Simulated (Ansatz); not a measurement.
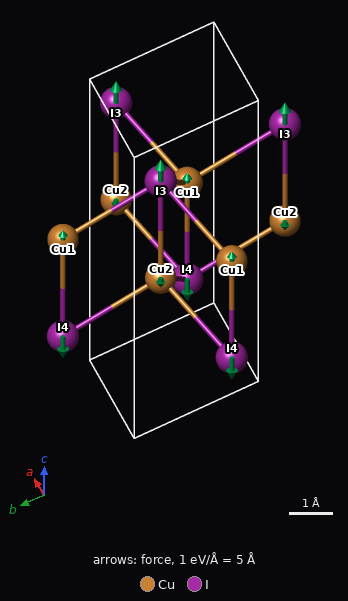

Starting geometry of crystalline CuI (built on the database structure type) with the computed forces as green arrows. A ball-and-stick model of the cell of the calculation, seen from a free direction.

Computed with DFT, PBE-D3(BJ), plane waves, PAW in Ansatz 0.2.0.

The input:
```yaml
crystal:
  lattice:
    - [4.128617935, 0.0, 0.0]
    - [-2.0643089675, 3.5754880142, 0.0]
    - [0.0, 0.0, 7.4781060413]
  atoms:
    - { symbol: Cu, position: [0.66666667, 0.33333333, 0.58995244] }
    - { symbol: Cu, position: [0.33333333, 0.66666667, 0.41004756] }
    - { symbol: I, position: [0.33333333, 0.66666667, 0.75474825] }
    - { symbol: I, position: [0.66666667, 0.33333333, 0.24525175] }
kpoints:
  mp_grid: { grid: [6, 6, 4] }
hamiltonian:
  xc: pbe
  dispersion: d3bj
scf:
  occupations: { method: fermi_dirac, width: 0.02 }
relax:
  f_tol: 0.005
  cell: {}
output:
  write_density: true
  write_potential: true
  elf: true
  volumetric_format: npy
```

Launched with:
```bash
ansatz run input.yaml --threads 2 --pin off --max-ram 20275MiB --backend cpu --events-out ev --progress --plain --runs-dir out
```

Is this structure relaxed? If not, where do the atoms go?

Answer. It isn't relaxed: the largest force vector, on I atoms, is 0.12 eV/Å. The atoms end up moving mostly along the starting forces (cosine between the two patterns 0.99). The largest moves relative to the cell, 0.11 Å, are those of I3 and I4. I4 goes along −c. By element the largest moves are I 0.11 Å, Cu 0.03 Å. Cell: a = b 4.129 → 4.074 Å (−1.3 %), c 7.478 → 7.106 Å (−5.0 %). Volume −7.5 %. Among the contacts that change: Cu1–I3 2.683 → 2.666 Å, Cu1–I4 2.578 → 2.590 Å. The space group stays P-3m1 (No. 164). The energy falls by 10.0 meV per atom in 4 accepted moves (5 points after the start). The largest force component goes from 0.12 to 0.0033 eV/Å. Pressure: −0.92 GPa at the start and −0.01 GPa at the end. At 1 point the geometry stayed and the basis and grid were re-selected for the new cell (energy shift of 0.7 meV per atom at most each time).
